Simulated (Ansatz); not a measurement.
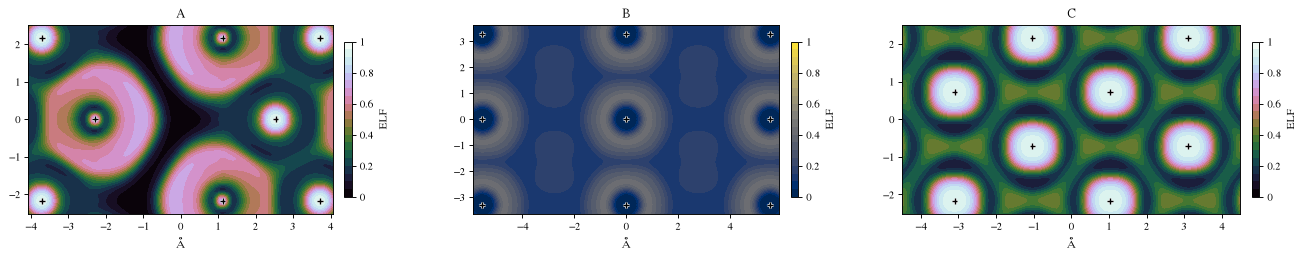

The ELF of 3 systems, each on a plane through atoms (crosses mark nuclei in the plane).

These are results of DFT, LDA, PAW with Ansatz's default frozen-core files, scalar-relativistic in Ansatz 0.2.0, not measurements.

System 1: Tl, the (100) plane of the conventional cell. Space group R-3m; changed on purpose from its base cell (equal xy, yz and zx shear strains of -2 %, PAW files); computed pressure about −2 GPa in this cell; computed without spin polarisation.

System 2: Cr, the (101) plane of the conventional cell. Space group R-3m; changed on purpose from its base cell (equal xy, yz and zx shear strains of -3 %, PAW files); computed pressure about −24 GPa in this cell; the program warned that a starting moment wasn't kept; spin-polarised, but the moments vanished.

```cif
data_structure
_symmetry_space_group_name_H-M 'P 1'
_symmetry_Int_Tables_number 1
_cell_length_a 4.1396
_cell_length_b 4.1396
_cell_length_c 2.4226
_cell_angle_alpha 90.000
_cell_angle_beta 90.000
_cell_angle_gamma 120.000
_cell_volume 35.95
loop_
_atom_site_label
_atom_site_type_symbol
_atom_site_fract_x
_atom_site_fract_y
_atom_site_fract_z
_atom_site_occupancy
Cr1 Cr 0.00000 0.00000 0.00000 1
Cr2 Cr 0.66667 0.33333 0.33333 1
Cr3 Cr 0.33333 0.66667 0.66667 1
```

System 3: CuI, the (100) plane of the conventional cell. Space group Cmcm; a structure from a database of computed crystals, not necessarily the ambient phase; changed on purpose from its base cell (zz strain of +1 %, PAW files); not relaxed (largest force 0.5 eV/Å); computed pressure about −4 GPa in this cell; computed without spin polarisation.

Q: Match each panel to its system.

A: Panel A is system 3, CuI: the plane holds Cu and I. Cu–I (2.59 Å): the ELF is about 0.50 at the midpoint. Panel B is system 1, Tl: the plane holds Tl. Tl–Tl (3.29 Å): the ELF is about 0.20 at the midpoint; no shared electron pair shows on this line. Panel C is system 2, Cr: the plane holds Cr. Cr–Cr (2.52 Å): the ELF is about 0.30 at the midpoint (no shared electron pair shows on this line).
